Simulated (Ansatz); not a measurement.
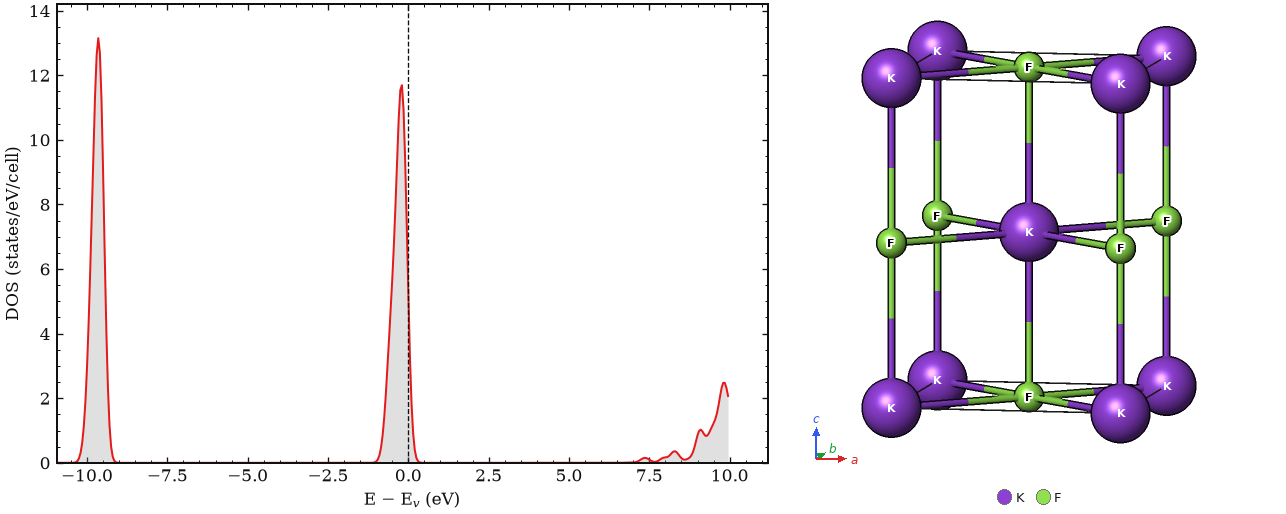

Density of states, beside the structure. Energies are counted from the top of the valence band. The curve is built from the levels of the k mesh with Gaussians 0.3 eV wide, which also blur the band edges.

The Ansatz input:

```
crystal:
  lattice:
    - [0.0, 2.6589605554, 2.6589605554]
    - [2.6722553582, 0.0, 2.6589605554]
    - [2.6722553582, 2.6589605554, 0.0]
  atoms:
    - { symbol: K, position: [0.0, 0.0, 0.0] }
    - { symbol: F, position: [0.5, 0.5, 0.5] }
kpoints:
  mp_grid: { grid: [8, 8, 8] }
  band_path:
    path:
      - [0.0, 0.0, 0.0]
      - [0.5, 0.0, 0.5]
      - [0.625, 0.25, 0.625]
      - [0.375, 0.375, 0.75]
      - [0.5, 0.5, 0.5]
      - [0.5, 0.25, 0.75]
    npoints: 1
hamiltonian:
  xc: r2scan
scf:
  occupations: { method: fixed }
  n_extra_bands: 4
output:
  forces: true
  stress: true
  eigenvalues: true
  write_density: true
  write_potential: true
  elf: true
  volumetric_format: npy
```

Launched with:
```bash
ansatz run input.yaml --threads 2 --pin off --max-ram 2211MiB --backend cpu --events-out ev --progress --plain --runs-dir out
```

**Metal or insulator, going by the density of states?**

There is a gap; over the k points computed it is 6.88 eV (direct among those points).

**How wide is the upper valence band?**

The upper group of valence states starts about 0.8 eV under the valence-band top, with a gap beneath it; it holds about 6 electrons a cell.
